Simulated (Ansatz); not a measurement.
Start from this file.

```yaml
crystal:
  lattice:
    - [6.16823, 0.00000, 0.00000]
    - [0.00000, 6.16823, 0.00000]
    - [0.00000, 0.00000, 5.04940]
  atoms:
    - { symbol: Ta, position: [0.33642, 0.66358, 0.80199] }
    - { symbol: Ta, position: [0.83642, 0.83642, 0.69801] }
    - { symbol: Ta, position: [0.16358, 0.83642, 0.30199] }
    - { symbol: Ta, position: [0.66358, 0.66358, 0.19801] }
    - { symbol: Si, position: [0.00000, 0.50000, 0.50000] }
    - { symbol: Si, position: [0.00000, 0.50000, 0.00000] }
    - { symbol: Ta, position: [0.83642, 0.16358, 0.30199] }
    - { symbol: Ta, position: [0.33642, 0.33642, 0.19801] }
    - { symbol: Ta, position: [0.66358, 0.33642, 0.80199] }
    - { symbol: Ta, position: [0.16358, 0.16358, 0.69801] }
    - { symbol: Si, position: [0.50000, 0.00000, 0.00000] }
    - { symbol: Si, position: [0.50000, 0.00000, 0.50000] }
```

Q: Work out the structure from the coordinates.

A: The solid is Ta₂Si. Symmetry: I-42m (No. 121), body-centred tetragonal lattice. Cell content: 8 Ta, 4 Si, that is 4 formula units. With all contacts inside bonding distance counted, the coordination numbers are Ta 9 and Si 10. Not all metal-metal contacts are counted.

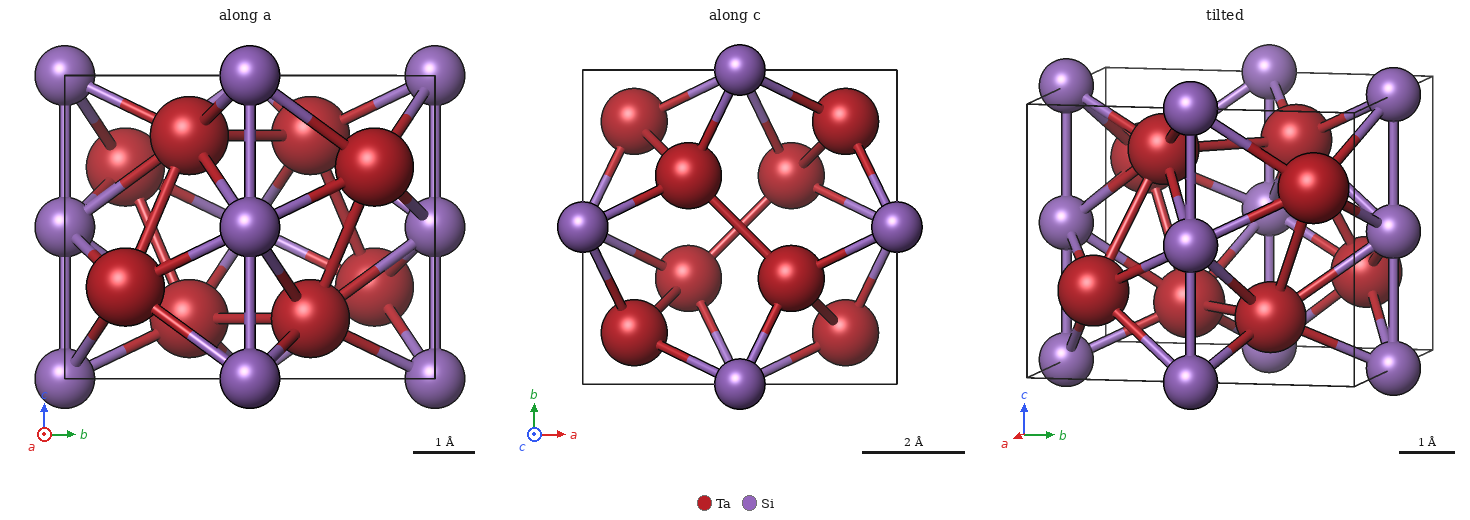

The crystal in a ball-and-stick representation, seen along the a axis, along the c axis and slightly off an axis. Lines trace the edges of the conventional unit cell. Colours: tantalum red, silicon purple.

It derives from a structure listed in the Materials Project. The cell was then strained or its atoms displaced on purpose. A calculation with Ansatz used it as input.

At this level of theory the run's own cell isn't at rest (compressed, at 9 GPa and forces up to 4.0 eV/Å), so its distances can differ from those at equilibrium, the more so the softer the solid.
